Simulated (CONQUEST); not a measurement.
# Density-of-states run, with input and output: Hg

System: Hg (4 atoms in the cell).
Method: Kohn-Sham DFT of a periodic cell, WC, PseudoDojo NC PBEsol, no spin polarisation (CONQUEST 1.3).

The structure derives from a Materials Project entry. It belongs to a series of runs on one base structure; here: edges of the box strained at random at fixed volume.

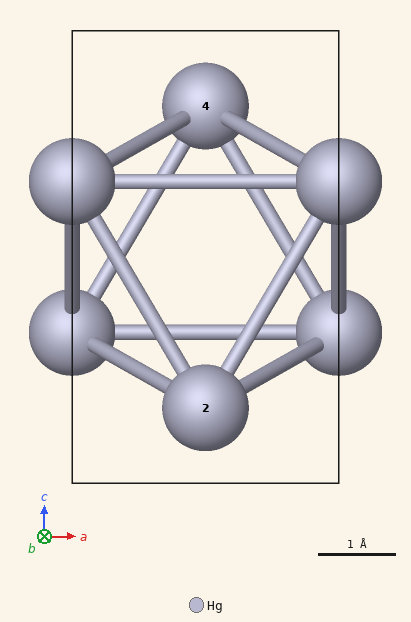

*The input geometry (ball-and-stick view of the cell of the calculation, along the b axis; atoms are numbered from 1 in the order of the input).*

### Summary

- outcome: converged
- space group (tolerance 0.01 Å): Cmcm (63)
- electrons treated: 80
- free energy: −18140.5834 eV
- Fermi energy of the self-consistent step: −4.220 eV
- gap on the k-point mesh: none (metallic)
- hardware: 1 thread of AMD EPYC (Zen 5), 16 GiB of memory available, shared host
- wall time: 4.1 s
- peak memory: 0.39 GiB

### Remarks

Further notes kept with the run: read_and_write: Functional in input file differs to pseudopotential but proceeding: 104 -116133. Points of doubt noted for this run: potential of other functional; small atomic basis. Spin–orbit coupling is left out, which matters for Hg.

### The input
```
IO.Title Hg
IO.Coordinates coords.dat
IO.FractionalAtomicCoords F
IO.Iprint 2
IO.Iprint_init 1
General.NumberOfSpecies 1
General.PseudopotentialType hamann
General.FunctionalType 104
General.DifferentFunctional T
AtomMove.TypeOfRun static
AtomMove.FullStress T
Grid.GridCutoff 120
DM.SolutionMethod diagon
Diag.MPMesh T
Diag.GammaCentred T
Diag.MPMeshX 5
Diag.MPMeshY 3
Diag.MPMeshZ 3
Diag.kT 0.00367493
minE.SCTolerance 1e-6
Diag.SmearingType 1
Diag.MPOrder 1
SC.MaxIters 100
IO.AtomChargeOutput T
IO.writeDOS T
IO.write_proj_DOS T
%block ChemicalSpeciesLabel
1 200.590 Hg
%endblock
```

Command:
```bash
Conquest, then PostProcessCQ with the Process lines added to Conquest_input
```

### The program's output
```
Simulation cell dimensions:     6.5472 a0 x    10.5648 a0 x    11.1129 a0

      Atomic coordinates (a0)
         Atom         X         Y         Z  Species
            1    0.0000    2.6412    7.4086        1
            2    3.2736    2.6412    1.8521        1
            3    0.0000    7.9236    3.7043        1
            4    3.2736    7.9236    9.2607        1

         Monkhorst-Pack mesh:   5 x   3 x   3 gamma-centred
        This calculation includes non-local pseudopotentials,
         with a maximum core radius of      6.54087044

    Job title: Hg
    Job to be run: static calculation

    Ground state search:
      Support functions represented with PAO basis
      1:1 PAO to SF mapping
      Non-spin-polarised electrons
      Solving for the K matrix using diagonalisation
      Using order  1 Methfessel-Paxton smearing

    Integration grid size:     36 x   60 x   60

    Integration grid spacing:  0.182 a0 x 0.176 a0 x 0.185 a0

    Number of species:  1
    --------------------------------------------------------
    |   #  mass (au)  Charge (e)  SF Rad (a0)  NSF  Label  |
    --------------------------------------------------------
    |   1    200.590      20.000        6.853   13  Hg     |
    --------------------------------------------------------
          SCF tolerance:                 0.00000100
          SCF iterations:               100

    The functional used will be GGA WC

           radial cut-off to be used is taken to be max PAO cut-off radius for this species:    6.540870

           greatest ang. mom. for making density from PAOs:  2
    Minimum blocs/proc is     2025. Maximum blocs/proc is     2025
    set_atom_dens: In set_atomic_density, electrons :      80.000000000000
 matrix_size & matrix_size_padH =           52          52

    Screened ion int: energy:    -528.730764958397 Ha

    new_SC_potl: Starting.  Tolerance:  0.10000E-05

    PulayMixSC: Starting Pulay mixing, A_up =  0.500 A_dn =  0.500
    PulayMixSC: Spin non-polarised calculation.
          Harris-Foulkes Energy            :      -666.657471134172965 Ha
          GroundState Energy (kT --> 0)    :      -666.657502411203950 Ha
          Free Energy (E-TS)               :      -666.657518049719442 Ha
          DFT Total Energy                 :      -666.653182863913457 Ha
          Total number of electrons        :        79.999999999999218
    PulayMixSC: Pulay iteration     1 residual:              0.36236E-03
          Harris-Foulkes Energy            :      -666.654563793445504 Ha
          GroundState Energy (kT --> 0)    :      -666.654592314591127 Ha
          Free Energy (E-TS)               :      -666.654606575163825 Ha
          DFT Total Energy                 :      -666.653977896709875 Ha
          Total number of electrons        :        80.000028273995795
    PulayMixSC: Pulay iteration     2 residual:              0.13765E-03
          Harris-Foulkes Energy            :      -666.654099540357265 Ha
          GroundState Energy (kT --> 0)    :      -666.654128516237506 Ha
          Free Energy (E-TS)               :      -666.654143004177740 Ha
          DFT Total Energy                 :      -666.654099770397124 Ha
          Total number of electrons        :        80.000051267506677
    PulayMixSC: Pulay iteration     3 residual:              0.16089E-04
          Harris-Foulkes Energy            :      -666.654099791305725 Ha
          GroundState Energy (kT --> 0)    :      -666.654128777095934 Ha
          Free Energy (E-TS)               :      -666.654143269991096 Ha
          DFT Total Energy                 :      -666.654099785695507 Ha
          Total number of electrons        :        80.000055360412006
    PulayMixSC: Pulay iteration     4 residual:              0.60599E-06
    PulayMixSC: Reached SCF tolerance of  0.60599E-06 after      4 iterations
      | Number of electrons      =        80.000055
      |* band energy as 2Tr[K.H] =      -110.322222705626686 Ha
      |  screened ion-ion energy =      -528.730764958396662 Ha
      |  Ha correction           =         1.586810117839638 Ha
      |  XC correction           =       -29.187914174516667 Ha
      | GS Energy with kT -> 0   =      -666.654128777095934 Ha
      | Free Energy as E-TS      =      -666.654143269991096 Ha
      |* Harris-Foulkes energy   =      -666.654099791305725 Ha
      |* DFT total energy        =      -666.654099785695507 Ha
      |  estimated accuracy      =        -0.000000005610218 Ha
    get_E_and_F: Change in energy during last step of electronic optimisation: -0.25095E-06

    BIBLIOGRAPHY: Please consider citing the following references in the conquest.bib file

    CONQUEST:         Bowler2002pt, Miyazaki2004, Nakata2020
    Basis:            Bowler2019
    DM:               Bowler:2006xr
    Pseudopotentials: Hamann2013, Bowler2019
    XC functional:    Wu2006

    Warnings written to file Conquest_warnings; please check
```

### File coords.dat
```
    6.5471904848     0.0000000000     0.0000000000
    0.0000000000    10.5647860203     0.0000000000
    0.0000000000     0.0000000000    11.1128727368
4
  0.0000000000   2.6411965051   7.4085818283 1 T T T
  3.2735952424   2.6411965051   1.8521454598 1 T T T
  0.0000000000   7.9235895152   3.7042909086 1 T T T
  3.2735952424   7.9235895152   9.2607272770 1 T T T
```

### File PostProcessCQ.log
```
CONQUEST charge density conversion and STM image simulation

D. R. Bowler (UCL) and A. Nakata (NIMS)

  Creating projected density of states (pDOS); also generating DOS

  Calculating density of states (DOS)
    Reading k-points from eigenvalues file, not setting from input file
    Fermi level:     -0.15508 Ha   (=    -4.220 eV)
  Reading bands between   -0.100E+13Ha and    0.100E+13Ha
  Bands     1 to    52 were written out by CONQUEST
  DOS lower limit set by user:     -0.95510 Ha
  DOS upper limit set by user:      0.34490 Ha
  Sigma set by user:     0.003000 Ha
  Dividing DOS into   401 bins of width     0.003310 Ha
 iDOS_low is    15.999999983999951
  DOS between      -0.967 Ha and Ef integrates to       48.000 electrons
  DOS between      -0.967 Ha and       0.357 Ha integrates to       69.410 electrons

  Calculating projected density of states (DOS)
    Resolving in l
    Producing pDOS for all atoms in cell
  Opening block file: hilbert_make_blk.dat
  Original run on        1 processors
  Results of integrating pDOS between      -0.967 and       0.357 Ha (electrons per atom).
       Atom       Total        l=0        l=1        l=2
          1      12.000      1.713      0.346      9.941
          2      12.000      1.713      0.346      9.941
          3      12.000      1.713      0.346      9.941
          4      12.000      1.713      0.346      9.941
  Integrated pDOS:      48.000 electrons
```

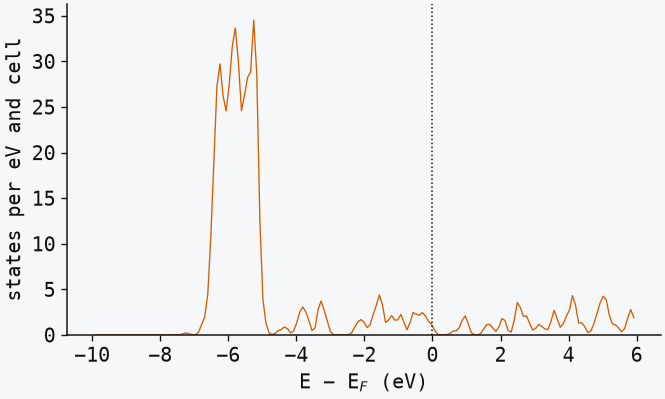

*Density of states from the levels on the mesh of the run, whose fine structure reflects that mesh, with energies from the Fermi level of the run.*

At the top of the window the curve may fall because the computed bands end.
